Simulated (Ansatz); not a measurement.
System: Sn4Se5 (slab).

```xyz
9
Lattice="4.2862 0.0000 0.0000 -2.1431 3.7120 0.0000 0.0000 0.0000 28.9987" Properties=species:S:1:pos:R:3 pbc="T T T"
Se    0.0000    2.4747    7.8720
Sn    2.1431    1.2373    9.2309
Se    0.0000    0.0000   11.2680
Sn    0.0000    2.4747   12.7751
Se    2.1431    1.2373   14.4994
Sn    0.0000    0.0000   16.2236
Se    0.0000    2.4747   17.7307
Sn    2.1431    1.2373   19.7678
Se    0.0000    0.0000   21.1267
```

These are results of Ansatz 0.2.0, DFT PBE, scalar-relativistic, plane waves, PAW, not measurements.

Predict the valence pseudo-density and electron localisation function between the atoms.

Sn–Se (2.82 Å): ρ at the midpoint is about 0.32 e/Å³; the ELF is about 0.55 at the midpoint.
Sn–Se (2.90 Å): the density is about 0.28 e/Å³ at the midpoint; the ELF is about 0.50 at the midpoint and 0.30 at its lowest between the atoms.
Sn–Se (3.02 Å): ρ is about 0.23 e/Å³ halfway; the ELF is about 0.40 at the midpoint.
Sn–Se (3.21 Å): ρ is about 0.16 e/Å³ halfway; the ELF is about 0.30 at the midpoint.

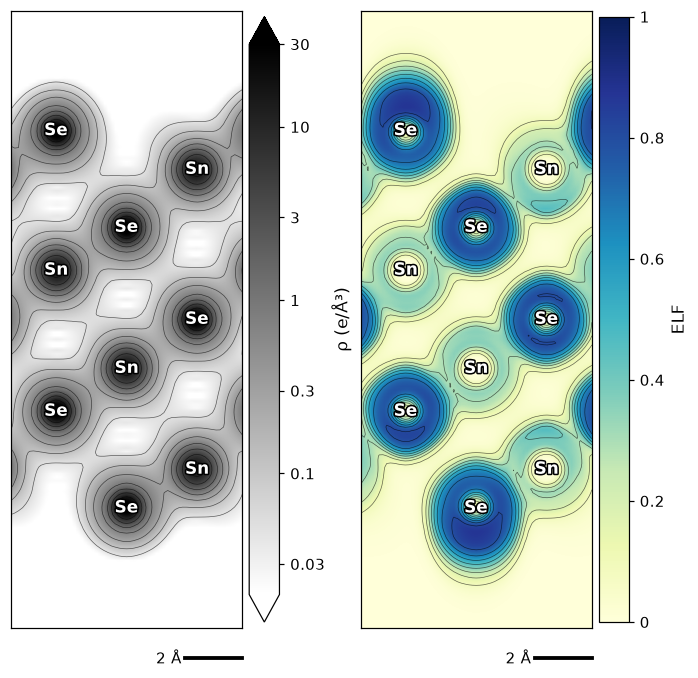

Computed valence pseudo-density and electron localisation function on the (110) plane of the calculation cell, a cut from vacuum to vacuum, in this order. 
